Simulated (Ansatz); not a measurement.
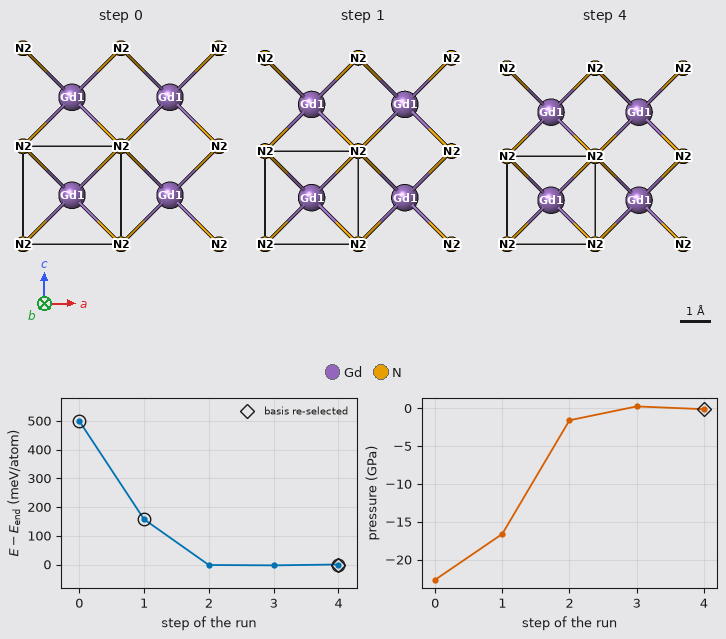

Frames of a relaxation of a crystal of GdN (a generated structure, set up in Pm-3m) (coarse preliminary run), marked on the history of the run. The picture is a ball-and-stick view of the cell of the calculation, repeated 2 × 1 × 2 with one cell outlined, seen along the b axis.

All numbers below come from DFT PBE, scalar-relativistic, plane waves, PAW in Ansatz.

Input
```yaml
crystal:
  lattice:
    - [3.37670343, 0.0, 0.0]
    - [0.0, 3.37670343, 0.0]
    - [0.0, 0.0, 3.37670343]
  atoms:
    - { symbol: Gd, position: [0.5, 0.5, 0.5], spin: 7.0 }
    - { symbol: "N", position: [0.0, 0.0, 0.0] }
basis:
  ecutwfc: 420
kpoints:
  mp_grid: { grid: [6, 6, 6] }
hamiltonian:
  xc: pbe
scf:
  occupations: { method: gaussian, width: 0.1 }
  lower_state_search: "off"
output:
  forces: true
  stress: true
  eigenvalues: true
  populations: true
magnetization:
  spin_polarized: true
relax:
  adjacent_minimum: "off"
  f_tol: 0.04
  max_steps: 70
  cell: { stress_tol: 0.4 }
```

Command:
```bash
ansatz run input.yaml --threads 1 --pin off --max-ram 2560MiB --backend cpu --events-out ev --progress --plain --runs-dir out
```

### What happens along the run?

The atoms keep their places relative to the cell (all moves are under 0.005 Å). The drawn cell changes as follows: a = b = c 3.377 → 3.034 Å (−10.1 %); the volume changes by −27.5 %. Near-neighbour distances that change, for instance: Gd1–Gd1 3.377 → 3.034 Å, Gd1–N2 2.924 → 2.627 Å. The space group stays Pm-3m (No. 221). Over 3 accepted moves (4 points after the start) the energy falls by 500 meV per atom. All forces vanish by symmetry, so only the cell relaxes. Pressure: −22.65 GPa at the start and −0.12 GPa at the end. The SCF was repeated once at an unchanged geometry on a basis and grid sized afresh for the cell, which shifted the energy by 3.0 meV per atom at most. The run took 34 s on 1 thread of AMD EPYC (Zen 3) (shared host), peak memory 0.34 GiB. From step 0 to 1: volume −13.9 %, energy −342 meV per atom. From step 1 to 4: volume −15.7 %, energy −157 meV per atom.

| step | E − E(0), meV/atom | pressure, GPa | volume, Å³/atom | note |
| --- | --- | --- | --- | --- |
| 0 | 0.00 | -22.65 | 19.251 |  |
| 1 | -342.49 | -16.60 | 16.570 |  |
| 2 | -501.74 | -1.59 | 14.151 |  |
| 3 | -502.94 | 0.24 | 13.964 |  |
| 4 | -499.98 | -0.12 | 13.964 | same geometry, new basis |
